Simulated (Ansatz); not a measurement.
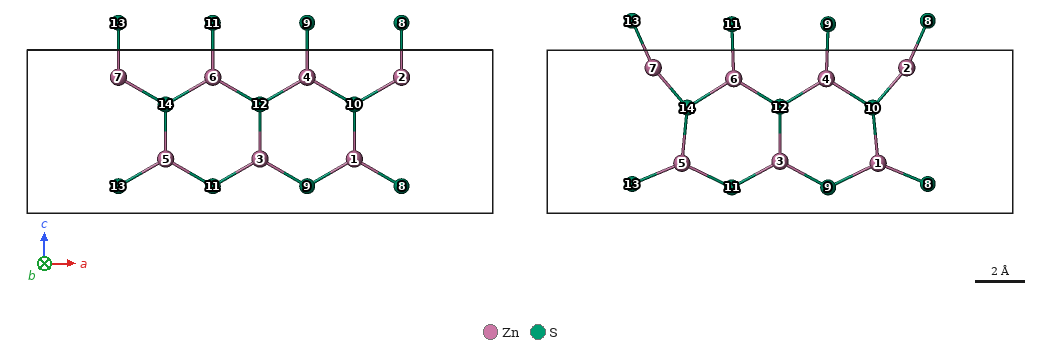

Two geometries of a wire of composition ZnS, drawn at one scale. One is the start of a relaxation, the other its converged end. The picture is a ball-and-stick view of the cell of the calculation, with the vacuum cut short, seen along the b axis.

All numbers below come from DFT PBE, scalar-relativistic, plane waves, PAW in Ansatz. Settings: plane-wave cutoff 420 eV; k-point mesh 1 × 1 × 5; occupations gaussian; smearing width 0.05 eV; no spin polarisation; cell relaxed at fixed a, b, alpha, beta, gamma; force threshold 0.02 eV/Å; at most 45 steps.

### Which of the two is the end point?

The right one is the relaxed one. Case: armchair ribbon, 7 formula units a period. The largest moves relative to the centre of the atoms, 0.73 Å, are those of Zn2 and Zn7. By element the largest moves are Zn 0.73 Å, S 0.27 Å. Along the periodic axis the drawn cell goes c 6.731 → 6.723 Å (−0.1 %). Some distances before and after: Zn2–S8 2.244 → 2.121 Å, Zn2–S10 2.244 → 2.159 Å, Zn1–S10 2.244 → 2.303 Å, Zn1–S9 2.244 → 2.287 Å. Bond angles that change, for instance: S13–Zn7–S14 120.0° → 163.6°, Zn1–S8–Zn2 120.0° → 88.6°, Zn6–S14–Zn7 120.0° → 98.6°. After 6 accepted moves (7 points after the start) the energy has fallen by 1.837 eV per cell of the calculation. Largest force component: 1.4 eV/Å at the start, 0.0086 eV/Å at the end. The SCF was repeated once at an unchanged geometry on a basis and grid sized afresh for the cell, which shifted the energy by 0.1 meV per cell of the calculation at most.
